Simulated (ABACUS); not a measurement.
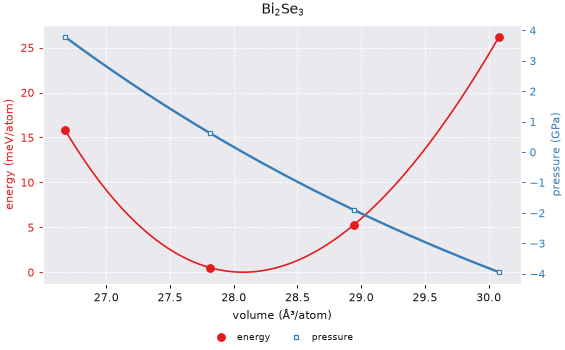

The picture above shows the energy and pressure against volume for Bi₂Se₃, space group R-3m (No. 166).

Cell as given: a = 9.840 Å, b = 9.840 Å, c = 9.840 Å, α = 24.30°, β = 24.30°, γ = 24.30°; 5 atoms.

How it was computed, with ABACUS 3.10.1: DFT in plane waves or numerical atomic orbitals with pseudopotentials, no spin polarisation; energies at scaled volumes of the given cell, shape and fractions fixed, counted from the fit's minimum, third-order Birch-Murnaghan fit. Level: LDA.

- k mesh: 6×6×6
- occupations: Fermi–Dirac
- smearing width: 0.05 eV
- potentials: PseudoDojo NC SR 0.4.1 PBE standard
- wave cutoff: 1361 eV
- density cutoff: 5442 eV
- program settings: basis DZP

> How stiff is the solid, and where is its volume at rest?

A third-order Birch–Murnaghan fit gives V0 = 28.07 Å³/atom, B0 = 66.4 GPa and B′ = 4.5.

> Read off the course of the pressure.

It falls from 3.79 GPa at volume 26.68 Å³/atom to −3.95 GPa at 30.08 Å³/atom, and changes sign near 28.1 Å³/atom.

Keep in mind: home made orbitals; spin-orbit coupling left out, heavy elements; shape and atomic fractions are frozen while scaling, which makes layered, chain and framework solids too stiff.
